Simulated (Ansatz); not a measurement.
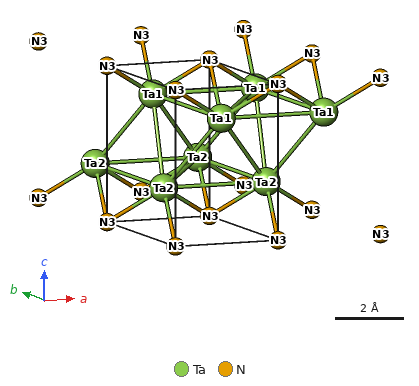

Fig. 1: The structure as given in the input (ball-and-stick view of the cell of the calculation, repeated 2 × 2 × 1, seen at an oblique angle; atoms are numbered from 1 in the order of the input). An atom can appear more than once, as a periodic image.

# What a change does: single-point calculation on Ta₂N

System: Ta₂N (C2/m, 3 atoms in the cell).
Method of run A: DFT PBE, scalar-relativistic, plane waves, PAW, no spin polarisation (Ansatz 0.2.0).

The structure derives from a Materials Project entry. Text and figures count atoms from 1; the logs count them from 0 in places.

## Input file, run A
```yaml
crystal:
  lattice:
    - [3.1011400556, 0.0, 0.0]
    - [-1.5505700278, 2.6856660688, 0.0]
    - [0.0, 0.0, 4.8818900623]
  atoms:
    - { symbol: Ta, position: [0.6573579889, 0.3147159778, 0.7449050322] }
    - { symbol: Ta, position: [0.3426420111, 0.6852840222, 0.2550949678] }
    - { symbol: "N", position: [0.0, 0.0, 0.0] }
basis:
  ecutwfc: 420
kpoints:
  mp_grid: { grid: [18, 18, 10] }
hamiltonian:
  xc: pbe
scf:
  occupations: { method: gaussian, width: 0.15 }
output:
  forces: true
  stress: true
  eigenvalues: true
```

Launched with:
```bash
ansatz run input.yaml --threads 2 --pin off --max-ram 5120MiB --backend cpu --events-out ev --progress --plain --runs-dir out
```

Hardware: 2 threads of Intel Xeon @ 2.90GHz (Ice Lake), 192 GiB of memory available, shared host.

## Output, shortened to warnings, some set-up lines, iterations and results (run A)
```
Basis set: ecut = 420 eV, 773 PW (Γ), exchange–correlation on 48×48×72 points (8 copies of the dense FFT grid, shifted against one another)
Symmetry: 4 space group operations
k-points: 866 of 3240
Initial density: superposition of atomic densities (neutral atoms: chi_scale 0, normalization atom), corrected by the library's trained network
[...]
SCF iter   1: F=—  HF=-20250.907724 eV  |F-HF|=—  |Δ(HF+E_count)|=         —  Δρ=5.31e-3  dr2=1.18e-2  ethr=1.77e-3  ⟨swp⟩=5.0  Hψ=76297  notcnv=0
SCF iter   2: F=—  HF=-20250.906290 eV  |F-HF|=—  |Δ(HF+E_count)|=   1.43e-3  Δρ=3.27e-3  dr2=4.65e-3  ethr=3.81e-5  ⟨swp⟩=1.0  Hψ=24248  notcnv=0
SCF iter   3: F=—  HF=-20250.905642 eV  |F-HF|=—  |Δ(HF+E_count)|=   6.49e-4  Δρ=8.36e-4  dr2=5.01e-4  ethr=1.50e-5  ⟨swp⟩=2.0  Hψ=20197  notcnv=0
SCF iter   4: F=—  HF=-20250.905543 eV  |F-HF|=—  |Δ(HF+E_count)|=   9.90e-5  Δρ=2.70e-4  dr2=2.34e-5  ethr=1.62e-6  ⟨swp⟩=2.0  Hψ=23195  notcnv=0
SCF iter   5: F=—  HF=-20250.905550 eV  |F-HF|=—  |Δ(HF+E_count)|=   7.37e-6  Δρ=4.94e-5  dr2=1.21e-6  ethr=7.54e-8  ⟨swp⟩=2.0  Hψ=23015  notcnv=0
SCF iter   6: F=-20250.905550 eV  HF=-20250.905550 eV  |F-HF|=1.57e-8  |Δ(HF+E_count)|=   1.30e-7  Δρ=1.30e-5  dr2=5.93e-8  ethr=3.23e-10  ⟨swp⟩=4.0  Hψ=73181  notcnv=0
SCF 1 converged in 6 iterations: F = -20250.905550 eV  dr2 = 5.93e-8
SCF converged after 6 iterations
Free energy (F): -20250.905550 eV
Harris-Foulkes:  -20250.905550 eV  (|F-HF|=1.57e-8)
Internal energy: -20250.891934 eV  (E = F + TS)
E sigma→0 (E₀):  -20250.898742 eV
Entropy (-TS):   -0.013616 eV (-4.539 meV/atom)
Fermi energy:    19.691165 eV
--- Per-component energies (eV) ---
  E_band       = -177.061043
  E_kinetic    = 864.548412
  E_local      = -1243.114295  (includes V_loc(G=0)·N_el)
  E_nonlocal   = 73.592306
  E_hartree    = 429.709720
  E_xc         = -498.182323
  E_vxc        = -486.105864  (∫ρ·V_xc dr)
  E_paw        = -16920.626754  (= ΣΔE_a)
  E_vpaw       = -245.401047  (= ΣTr[D̂ρ^β])
  E_aug_tail   = 0.000391  (compensation charges beyond the density's cutoff)
  E_ewald      = -2956.819392
  E_smearing   = -0.013616  (= −TS)
  E_closure    = 0.000000  (closes the sum)
  Σ components = -20250.905550   (vs F -20250.905550, Δ=0.00e0)
--- Forces (eV/Å), atoms counted from 1 ---
  atom   1  Ta     0.00000000     0.31102874    -0.01580831
  atom   2  Ta     0.00000000    -0.31102874     0.01580831
  atom   3  N      0.00000000     0.00000000     0.00000000
  max |Σ_I F_I| component: 0.00e0 eV/Å
--- Stress (GPa, compression-positive) ---
        0.529261       0.000000       0.000000
        0.000000       0.116959      -1.472985
        0.000000      -1.472985       0.437872
  P = ⅓ Tr σ = 0.3614 GPa (3.614 kbar)
```

For run B the input was changed thus:
```diff
-basis:
-  ecutwfc: 420
+  hubbard: { sites: [{ species: Ta, l: d, u_eff: 5.0 }], double_counting: fll }
+accuracy: low
```

What does this change do to the results?

The total energies belong to different models, so their difference says nothing on which is more stable or more accurate. The pressure goes from 0.36 to 3.85 GPa. The largest force goes from 0.311 to 0.356 eV/Å. The SCF takes 8 iterations against 6. On the same kind of shared host run B took about 2.4 times as long. The two runs start from different initial densities, which also moves the count.

## Output, shortened to warnings, some set-up lines, iterations and results (run B)
```
Basis set: ecut = 420 eV, 773 PW (Γ), exchange–correlation on 48×48×72 points (8 copies of the dense FFT grid, shifted against one another)
Symmetry: 4 space group operations
k-points: 866 of 3240
Initial density: superposition of atomic densities (chi_scale 0.1, normalization cell, long waves of neutral atoms under a Hubbard term (reshape's long-wave potential 0.06 eV rms, cloud 2.41 Å wide))
[...]
SCF iter   1: F=—  HF=-20239.391495 eV  |F-HF|=—  |Δ(HF+E_count)|=         —  Δρ=5.58e-2  dr2=2.79e0  ethr=3.10e-3  ⟨swp⟩=5.0  Hψ=72897  notcnv=0
SCF iter   2: F=—  HF=-20239.259618 eV  |F-HF|=—  |Δ(HF+E_count)|=   1.32e-1  Δρ=3.61e-2  dr2=1.37e0  ethr=3.10e-3  ⟨swp⟩=2.1  Hψ=28897  notcnv=0  defer=125
SCF iter   3: F=—  HF=-20239.080789 eV  |F-HF|=—  |Δ(HF+E_count)|=   1.79e-1  Δρ=1.68e-2  dr2=1.04e-1  ethr=3.10e-3  ⟨swp⟩=3.0  Hψ=28580  notcnv=0  defer=126
SCF iter   4: F=—  HF=-20239.058677 eV  |F-HF|=—  |Δ(HF+E_count)|=   2.21e-2  Δρ=4.26e-3  dr2=1.28e-2  ethr=3.36e-4  ⟨swp⟩=2.0  Hψ=30061  notcnv=0  defer=124
SCF iter   5: F=—  HF=-20239.059644 eV  |F-HF|=—  |Δ(HF+E_count)|=   9.67e-4  Δρ=1.04e-3  dr2=2.36e-4  ethr=4.12e-5  ⟨swp⟩=2.0  Hψ=23017  notcnv=0  defer=124
SCF iter   6: F=—  HF=-20239.059902 eV  |F-HF|=—  |Δ(HF+E_count)|=   2.58e-4  Δρ=3.58e-4  dr2=2.64e-5  ethr=7.60e-7  ⟨swp⟩=2.0  Hψ=23389  notcnv=0  defer=124
SCF iter   7: F=—  HF=-20239.059949 eV  |F-HF|=—  |Δ(HF+E_count)|=   4.63e-5  Δρ=9.79e-5  dr2=3.00e-6  ethr=8.51e-8  ⟨swp⟩=2.1  Hψ=23512  notcnv=0  defer=133
SCF iter   8: F=-20239.059950 eV  HF=-20239.059950 eV  |F-HF|=1.19e-8  |Δ(HF+E_count)|=   1.35e-6  Δρ=1.54e-5  dr2=8.71e-8  ethr=3.23e-10  ⟨swp⟩=5.6  Hψ=87890  notcnv=0
SCF 1 converged in 8 iterations: F = -20239.059950 eV  dr2 = 8.71e-8
SCF converged after 8 iterations
Free energy (F): -20239.059950 eV
Harris-Foulkes:  -20239.059950 eV  (|F-HF|=1.19e-8)
Internal energy: -20239.045888 eV  (E = F + TS)
E sigma→0 (E₀):  -20239.052919 eV
Entropy (-TS):   -0.014062 eV (-4.687 meV/atom)
Fermi energy:    20.157062 eV
--- Per-component energies (eV) ---
  E_band       = -173.480322
  E_kinetic    = 864.430819
  E_local      = -1241.887844  (includes V_loc(G=0)·N_el)
  E_nonlocal   = 73.235917
  E_hartree    = 428.940898
  E_xc         = -498.270327
  E_vxc        = -486.214582  (∫ρ·V_xc dr)
  E_hubbard    = 11.763574  (on-site DFT+U / exact-exchange correction)
  E_vhub       = 4.206853  (the Hubbard potential's part of the band-sum identity)
  E_paw        = -16920.439923  (= ΣΔE_a)
  E_vpaw       = -245.131035  (= ΣTr[D̂ρ^β])
  E_aug_tail   = 0.000391  (compensation charges beyond the density's cutoff)
  E_ewald      = -2956.819392
  E_smearing   = -0.014062  (= −TS)
  E_closure    = -0.000000  (closes the sum)
  Σ components = -20239.059950   (vs F -20239.059950, Δ=0.00e0)
--- Forces (eV/Å), atoms counted from 1 ---
  atom   1  Ta     0.00000000     0.25656334    -0.24742270
  atom   2  Ta     0.00000000    -0.25656334     0.24742270
  atom   3  N      0.00000000     0.00000000     0.00000000
  max |Σ_I F_I| component: 2.78e-17 eV/Å
--- Stress (GPa, compression-positive) ---
        2.971020       0.000000       0.000000
        0.000000       1.607394      -1.772978
        0.000000      -1.772981       6.962484
  P = ⅓ Tr σ = 3.8470 GPa (38.470 kbar)
Occupation matrices written to [file]
```

## The two runs side by side

| quantity | run A | run B |
| --- | --- | --- |
| outcome | converged | converged |
| free energy per atom (eV) | −6750.3018 | −6746.3533 |
| energy per atom, smearing taken to zero (eV) | −6750.2996 | −6746.3510 |
| gap on the mesh (eV) | 0.00 | 0.00 |
| pressure (GPa) | 0.36 | 3.85 |
| largest force (eV/Å) | 0.311 | 0.356 |
| SCF iterations | 6 | 8 |
| irreducible k-points | 866 | 866 |
| plane waves at Γ | 773 | 773 |
| wall time (shared host) | 18 s | 43 s |

For both runs: Spin–orbit coupling is left out, which matters for Ta. The cell holds an odd number of electrons but the run has no spin polarisation, so a band is left half filled. For run B: These settings are looser than, or depart from, a standard set-up, so the numbers are not reference values for this system. The input asks for low accuracy.
